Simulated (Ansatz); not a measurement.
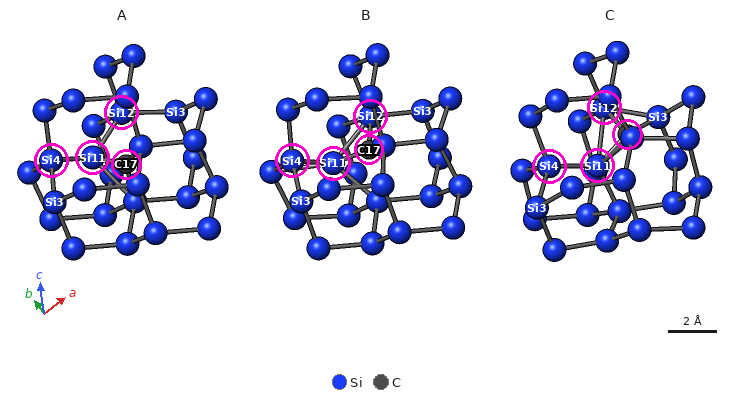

3 geometries from a converged minimum-energy path of Si with an interstitial C (17 atoms in the cell), shuffled. The picture is a ball-and-stick view of the atoms within 4.9 Å of the middle of the path, seen slightly off an axis. The atoms that move most are ringed. Bonds to atoms that aren't drawn are left out.

These are results of DFT PBE-D3(BJ), scalar-relativistic, plane waves, PAW in Ansatz 0.2.0, not measurements. Settings: plane-wave cutoff 420 eV; k-point mesh 2 × 2 × 2; Gaussian smearing 0.05 eV; spin collinear; 3 movable images; climbing image; force threshold 0.05 eV/Å; iteration limit 72; starting path by straight interpolation.

Question: Which frame is the top of the path?

Answer: B. In order along the path, whose images run from 0 to 4: C (image 0, 0.000 eV), B (image 1, +0.053 eV), A (image 2, −0.056 eV). The C atom travels furthest, 1.47 Å from end to end, along [−1 0 −3], on a path that bends up to 0.55 Å away from the straight line. It doesn't move alone: Si (0.92 Å) moves with it. Breaking: C–Si (2.01 → 3.65 Å). Forming: C–Si (3.38 → 1.83 Å).

Limits of the set-up: the k-point mesh is coarse for a cell with partly filled bands; the periodic images lie only 7.7 Å apart, so the values are limited by the cell's size.

Cost: 30 min on 2 threads of Arm Neoverse V2, on a shared host, peak memory 1.4 GiB.

PAW datasets: the set soft_1.
